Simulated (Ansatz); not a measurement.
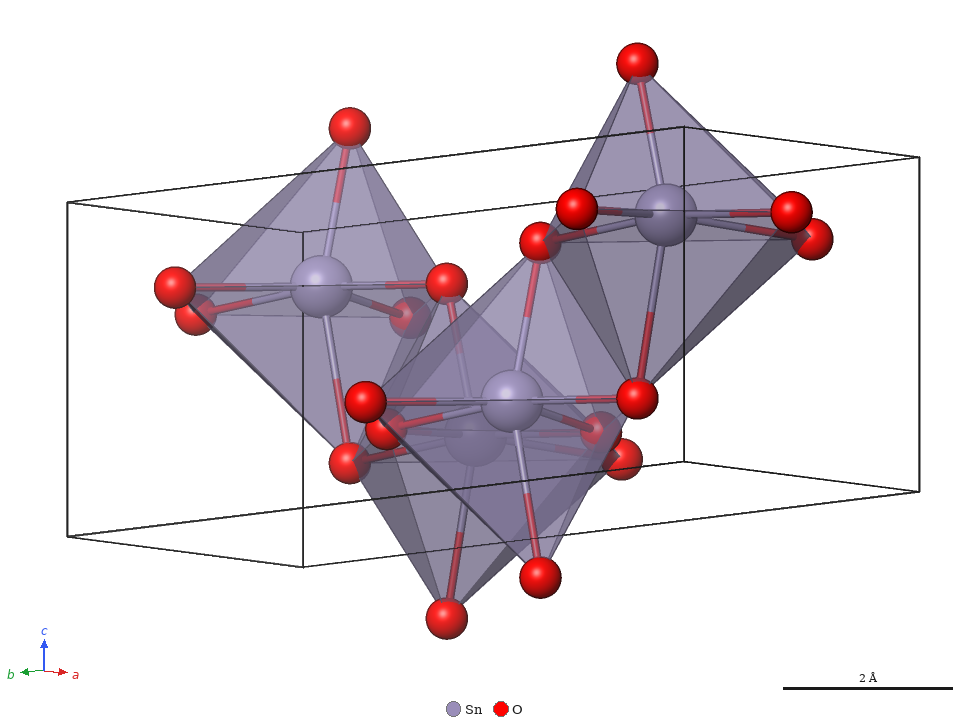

View from a general direction, drawn as a polyhedral model. Atoms at the boundary of the conventional unit cell (the box) are drawn once for each face, edge or corner they touch. A few atoms beyond the faces are included.

SnO2, space group Ima2 (No. 46), a = 4.00 Å, b = 10.20 Å, c = 4.00 Å, α = 90.00°, β = 90.00°, γ = 90.00°.

Computational set-up: DFT r2SCAN, scalar-relativistic, plane waves, PAW in Ansatz 0.2.0, a basis cut at 500 eV, k-points about 0.22 Å⁻¹ apart, Gaussian smearing of 0.05 eV, no spin polarisation.

> What does the calculation say: metal or gapped?

A semiconductor at this level, with a gap of 2.37 eV on the k-mesh (the true edges may lie between mesh points, so the gap can be somewhat smaller).

> Would the cell expand or shrink if it could?

The computed pressure is 2.8 GPa (compressed: it would expand). The stress isn't hydrostatic: its largest component is 9.1 GPa.

The initial geometry was a structure listed in the Materials Project. The cell was then strained or its atoms displaced on purpose. An electronic-structure calculation with Ansatz was run on it.

At this level of theory the run's own cell isn't at rest (forces up to 2.8 eV/Å), so its distances can differ from those at equilibrium, the more so the softer the solid.
